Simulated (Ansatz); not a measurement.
## Two runs on CoO

System: CoO (Fm-3m, 2 atoms in the cell).
Method of the first run: Kohn-Sham DFT of a periodic cell, PBE, Ansatz PAW, spin-polarised (Ansatz 0.2.0).

The structure derives from an entry of the Crystallography Open Database. Text and figures count atoms from 1; the logs count them from 0 in places.

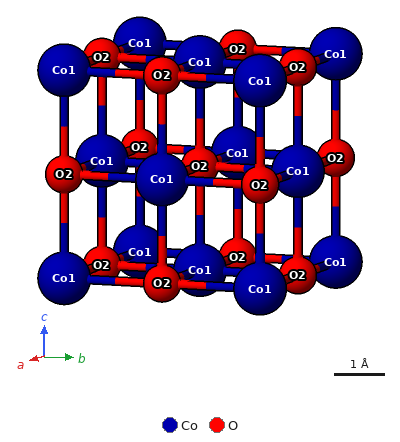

The structure as given in the input (ball-and-stick view of the cell 4 times as large as that of the calculation, set on its symmetry axes, seen slightly off an axis; atoms are numbered from 1 in the order of the input).

Input, the first run:
```yaml
crystal:
  lattice:
    - [0.0, 2.1315, 2.1315]
    - [2.1315, 0.0, 2.1315]
    - [2.1315, 2.1315, 0.0]
  atoms:
    - { symbol: Co, position: [0.0, 0.0, 0.0], spin: 2.0 }
    - { symbol: O, position: [0.5, 0.5, 0.5] }
hamiltonian:
  xc: pbe
  pseudopotentials: { kind: paw }
magnetization:
  spin_polarized: true
kpoints:
  mp_grid: { grid: [11, 11, 11] }
scf:
  occupations: { method: fermi_dirac, width: 0.05 }
basis:
  ecutwfc: "600 eV"
output:
  forces: true
  stress: true
  eigenvalues: true
```

Launched with:
```bash
ansatz run input.yaml --threads 2 --pin off --max-ram 5120MiB --backend cpu --events-out ev --progress --plain --runs-dir out
```

Hardware: 2 threads of Arm Neoverse V1, 24 GiB of memory available, shared host.

Output, shortened to warnings, some set-up lines, iterations and results (the first run):
```
Basis set: ecut = 600 eV, 645 PW (Γ), exchange–correlation on 50×50×50 points (8 copies of the dense FFT grid, shifted against one another)
Symmetry: 48 space group operations
k-points: 56 of 1331
Initial density: superposition of atomic densities (chi_scale 0.1, normalization cell, long waves kept (reshape's long-wave potential 0.00 eV rms))
[...]
SCF iter   1: F=—  HF=-5691.217609 eV  |F-HF|=—  |Δ(HF+E_count)|=         —  Δρ=1.15e-1 (↑1.15e-1 ↓1.03e-1)  dr2=6.40e0  dr2_m=1.28e-1  M=2.076 μB ∫|m|=2.076 μB  β_m=0.30  …
SCF iter   2: F=—  HF=-5691.897414 eV  |F-HF|=—  |Δ(HF+E_count)|=   6.80e-1  Δρ=8.80e-2 (↑8.80e-2 ↓6.38e-2)  dr2=6.01e-1  dr2_m=8.57e-1  M=2.640 μB ∫|m|=2.641 μB  β_m=0.37  …
SCF iter   3: F=—  HF=-5692.162444 eV  |F-HF|=—  |Δ(HF+E_count)|=   2.65e-1  Δρ=8.67e-2 (↑6.49e-2 ↓8.67e-2)  dr2=1.51e-1  dr2_m=9.48e-1  M=2.955 μB ∫|m|=2.957 μB  β_m=0.28  …
SCF iter   4: F=—  HF=-5691.902615 eV  |F-HF|=—  |Δ(HF+E_count)|=         —  Δρ=3.05e-2 (↑2.88e-2 ↓3.05e-2)  dr2=1.96e-1  dr2_m=9.60e-2  M=2.755 μB ∫|m|=2.760 μB  β_m=0.69  …
SCF iter   5: F=—  HF=-5692.083772 eV  |F-HF|=—  |Δ(HF+E_count)|=   1.81e-1  Δρ=5.17e-2 (↑2.64e-2 ↓5.17e-2)  dr2=4.32e-1  dr2_m=1.55e-1  M=2.980 μB ∫|m|=2.991 μB  β_m=0.61  …
SCF iter   6: F=—  HF=-5692.101823 eV  |F-HF|=—  |Δ(HF+E_count)|=   1.81e-2  Δρ=1.77e-2 (↑1.77e-2 ↓7.97e-3)  dr2=3.70e-2  dr2_m=1.94e-2  M=2.868 μB ∫|m|=2.878 μB  β_m=0.67  …
SCF iter   7: F=—  HF=-5692.141767 eV  |F-HF|=—  |Δ(HF+E_count)|=   3.99e-2  Δρ=1.25e-2 (↑6.90e-3 ↓1.25e-2)  dr2=3.46e-2  dr2_m=1.72e-3  M=2.929 μB ∫|m|=2.944 μB  β_m=0.54  …
SCF iter   8: F=—  HF=-5692.127221 eV  |F-HF|=—  |Δ(HF+E_count)|=   1.45e-2  Δρ=2.29e-3 (↑5.99e-4 ↓2.29e-3)  dr2=9.00e-4  dr2_m=1.67e-4  M=2.930 μB ∫|m|=2.945 μB  β_m=0.69  …
SCF iter   9: F=—  HF=-5692.127282 eV  |F-HF|=—  |Δ(HF+E_count)|=   6.13e-5  Δρ=2.32e-4 (↑2.32e-4 ↓2.15e-4)  dr2=1.19e-5  dr2_m=2.38e-6  M=2.929 μB ∫|m|=2.944 μB  β_m=0.84  …
SCF iter  10: F=—  HF=-5692.127304 eV  |F-HF|=—  |Δ(HF+E_count)|=   2.24e-5  Δρ=6.77e-5 (↑2.61e-5 ↓6.77e-5)  dr2=6.02e-7  dr2_m=2.28e-7  M=2.930 μB ∫|m|=2.945 μB  β_m=0.89  …
SCF iter  11: F=—  HF=-5692.127306 eV  |F-HF|=—  |Δ(HF+E_count)|=   1.44e-6  Δρ=1.46e-5 (↑1.17e-5 ↓1.46e-5)  dr2=4.22e-8  dr2_m=6.76e-9  M=2.930 μB ∫|m|=2.946 μB  β_m=0.94  …
SCF iter  12: F=-5692.127306 eV  HF=-5692.127306 eV  |F-HF|=8.97e-10  |Δ(HF+E_count)|=   2.66e-8  Δρ=2.07e-6 (↑2.07e-6 ↓2.03e-6)  dr2=1.10e-9  dr2_m=4.84e-10  M=2.930 μB …
SCF 1 converged in 12 iterations: F = -5692.127306 eV  dr2 = 1.10e-9
SCF converged after 12 iterations
Magnetization: 2.9301 μB (12.9650 up, 10.0350 down)
Absolute magnetization: 2.9456 μB (∫|ρ↑−ρ↓|, with the PAW one-centre terms)
Spin contamination: 0.0079 ħ² per cell (⟨S²⟩ above its minimum at these occupations)
Per-site moments (μB) at R_I (Å): [(2.494260671590476, 0.87924375), (0.3197688936352148, 0.87924375)]
Free energy (F): -5692.127306 eV
Harris-Foulkes:  -5692.127306 eV  (|F-HF|=8.97e-10)
Internal energy: -5692.093502 eV  (E = F + TS)
E sigma→0 (E₀):  -5692.110404 eV
Entropy (-TS):   -0.033804 eV (-16.902 meV/atom)
Fermi energy:    13.845337 eV
--- Per-component energies (eV) ---
  E_band       = -306.285322
  E_kinetic    = 617.222377
  E_local      = -3437.570209  (includes V_loc(G=0)·N_el)
  E_nonlocal   = 514.946604
  E_hartree    = 1411.371860
  E_xc         = -228.536702
  E_vxc        = -293.696130  (∫ρ·V_xc dr)
  E_paw        = -1677.463006  (= ΣΔE_a)
  E_vpaw       = -529.932932  (= ΣTr[D̂ρ^β])
  E_aug_tail   = 0.000638  (compensation charges beyond the density's cutoff)
  E_ewald      = -2892.065066
  E_smearing   = -0.033804  (= −TS)
  E_closure    = 0.000000  (closes the sum)
  Σ components = -5692.127306   (vs F -5692.127306, Δ=0.00e0)
--- Forces (eV/Å), atoms counted from 1 ---
  atom   1  Co    -0.00000000     0.00000000    -0.00000000
  atom   2  O      0.00000000    -0.00000000    -0.00000000
  max |Σ_I F_I| component: 2.02e-29 eV/Å
--- Stress (GPa, compression-positive) ---
       -1.876119      -0.000000       0.000000
        0.000000      -1.876119      -0.000000
        0.000000       0.000000      -1.876119
  P = ⅓ Tr σ = -1.8761 GPa (-18.761 kbar)
```

The input of the second run differs as follows (lines with − go, lines with + come):
```diff
-  pseudopotentials: { kind: paw }
+  pseudopotentials: { kind: nc }
-basis:
-  ecutwfc: "600 eV"
```

How does the second run compare with the first run?

The total energies belong to different models, so their difference says nothing on which is more stable or more accurate. The net moment of the cell goes from 2.93 to 2.99 μB. The pressure goes from −1.88 to −1.59 GPa. The number of SCF iterations is the same. The plane waves at Γ go from 645 to 2085. On the same kind of shared host the second run took about 1.7 times as long.

Output, shortened to warnings, some set-up lines, iterations and results (the second run):
```
Basis set: ecut = 1306.14654 eV, 2085 PW (Γ), exchange–correlation on 72×72×72 points (8 copies of the dense FFT grid, shifted against one another)
Symmetry: 48 space group operations
k-points: 56 of 1331
Initial density: superposition of atomic densities (chi_scale 0.1, normalization cell, long waves kept (reshape's long-wave potential 0.00 eV rms))
[...]
SCF iter   1: F=—  HF=-4630.620559 eV  |F-HF|=—  |Δ(HF+E_count)|=         —  Δρ=3.46e-1 (↑1.61e-1 ↓3.46e-1)  dr2=3.75e1  dr2_m=2.91e0  M=0.660 μB ∫|m|=0.660 μB  β_m=0.30  …
SCF iter   2: F=—  HF=-4627.046693 eV  |F-HF|=—  |Δ(HF+E_count)|=    3.57e0  Δρ=1.14e-1 (↑8.56e-2 ↓1.14e-1)  dr2=1.54e0  dr2_m=8.46e-1  M=2.161 μB ∫|m|=2.161 μB  β_m=1.00  …
SCF iter   3: F=—  HF=-4627.121221 eV  |F-HF|=—  |Δ(HF+E_count)|=   7.45e-2  Δρ=7.94e-2 (↑5.15e-2 ↓7.94e-2)  dr2=5.46e-1  dr2_m=4.98e-1  M=2.754 μB ∫|m|=2.757 μB  β_m=1.00  …
SCF iter   4: F=—  HF=-4627.151476 eV  |F-HF|=—  |Δ(HF+E_count)|=   3.03e-2  Δρ=1.99e-2 (↑1.26e-2 ↓1.99e-2)  dr2=2.37e-2  dr2_m=2.18e-2  M=2.863 μB ∫|m|=2.871 μB  β_m=1.00  …
SCF iter   5: F=—  HF=-4627.161429 eV  |F-HF|=—  |Δ(HF+E_count)|=   9.95e-3  Δρ=1.07e-2 (↑1.04e-2 ↓1.07e-2)  dr2=1.14e-2  dr2_m=1.67e-2  M=2.969 μB ∫|m|=2.983 μB  β_m=1.00  …
SCF iter   6: F=—  HF=-4627.164347 eV  |F-HF|=—  |Δ(HF+E_count)|=   2.92e-3  Δρ=5.04e-3 (↑5.04e-3 ↓2.93e-3)  dr2=2.52e-3  dr2_m=9.72e-4  M=2.987 μB ∫|m|=3.005 μB  β_m=1.00  …
SCF iter   7: F=—  HF=-4627.164145 eV  |F-HF|=—  |Δ(HF+E_count)|=   2.02e-4  Δρ=2.53e-3 (↑2.53e-3 ↓1.81e-3)  dr2=9.37e-4  dr2_m=8.61e-5  M=2.989 μB ∫|m|=3.009 μB  β_m=0.30  …
SCF iter   8: F=—  HF=-4627.164019 eV  |F-HF|=—  |Δ(HF+E_count)|=   1.26e-4  Δρ=1.81e-3 (↑1.29e-3 ↓1.81e-3)  dr2=2.79e-4  dr2_m=9.24e-5  M=2.985 μB ∫|m|=3.005 μB  β_m=0.28  …
SCF iter   9: F=—  HF=-4627.163988 eV  |F-HF|=—  |Δ(HF+E_count)|=   3.04e-5  Δρ=1.15e-3 (↑1.15e-3 ↓1.07e-3)  dr2=6.15e-5  dr2_m=4.06e-5  M=2.986 μB ∫|m|=3.006 μB  β_m=0.46  …
SCF iter  10: F=—  HF=-4627.164006 eV  |F-HF|=—  |Δ(HF+E_count)|=   1.76e-5  Δρ=3.63e-4 (↑2.55e-4 ↓3.63e-4)  dr2=9.04e-6  dr2_m=8.21e-6  M=2.986 μB ∫|m|=3.006 μB  β_m=0.47  …
SCF iter  11: F=—  HF=-4627.164007 eV  |F-HF|=—  |Δ(HF+E_count)|=   1.53e-6  Δρ=8.64e-5 (↑8.64e-5 ↓8.00e-5)  dr2=2.93e-7  dr2_m=9.41e-7  M=2.986 μB ∫|m|=3.007 μB  β_m=0.73  …
SCF iter  12: F=-4627.164008 eV  HF=-4627.164008 eV  |F-HF|=2.07e-8  |Δ(HF+E_count)|=   4.11e-7  Δρ=1.80e-5 (↑1.80e-5 ↓1.15e-5)  dr2=3.37e-8  dr2_m=2.83e-8  M=2.986 μB …
SCF 1 converged in 12 iterations: F = -4627.164008 eV  dr2 = 3.37e-8
SCF converged after 12 iterations
Magnetization: 2.9865 μB (12.9932 up, 10.0068 down)
Absolute magnetization: 3.0072 μB (∫|ρ↑−ρ↓|)
Spin contamination: 0.0068 ħ² per cell (⟨S²⟩ above its minimum at these occupations)
Per-site moments (μB) at R_I (Å): [(2.5337435223777343, 0.87924375), (0.34552696136931094, 0.87924375)]
Free energy (F): -4627.164008 eV
Harris-Foulkes:  -4627.164008 eV  (|F-HF|=2.07e-8)
Internal energy: -4627.132434 eV  (E = F + TS)
E sigma→0 (E₀):  -4627.148221 eV
Entropy (-TS):   -0.031574 eV (-15.787 meV/atom)
Fermi energy:    14.110724 eV
--- Per-component energies (eV) ---
  E_band       = -301.543420
  E_kinetic    = 2173.597212
  E_local      = -3661.510577  (includes V_loc(G=0)·N_el)
  E_nonlocal   = -600.932610
  E_hartree    = 1244.958808
  E_xc         = -891.180201
  E_vxc        = -702.614897  (∫ρ·V_xc dr)
  E_ewald      = -2892.065066
  E_smearing   = -0.031574  (= −TS)
  E_closure    = -0.000000  (closes the sum)
  Σ components = -4627.164008   (vs F -4627.164008, Δ=0.00e0)
--- Forces (eV/Å), atoms counted from 1 ---
  atom   1  Co    -0.00000000     0.00000000    -0.00000000
  atom   2  O      0.00000000    -0.00000000     0.00000000
  max |Σ_I F_I| component: 5.88e-29 eV/Å
--- Stress (GPa, compression-positive) ---
       -1.593057      -0.000000      -0.000000
       -0.000000      -1.593057       0.000000
       -0.000000      -0.000000      -1.593057
  P = ⅓ Tr σ = -1.5931 GPa (-15.931 kbar)
```

The two runs side by side:

```tsv
quantity	the first run	the second run
outcome	converged	converged
free energy per atom (eV)	−2846.0637	−2313.5820
energy per atom, smearing taken to zero (eV)	−2846.0552	−2313.5741
gap on the mesh (eV)	0.00	0.00
net moment of the cell (μB)	2.93	2.99
absolute moment of the cell (μB)	2.95	3.01
pressure (GPa)	−1.88	−1.59
largest force (eV/Å)	0.000	0.000
SCF iterations	12	12
irreducible k-points	56	56
plane waves at Γ	645	2085
wall time (shared host)	3.3 s	5.8 s
```
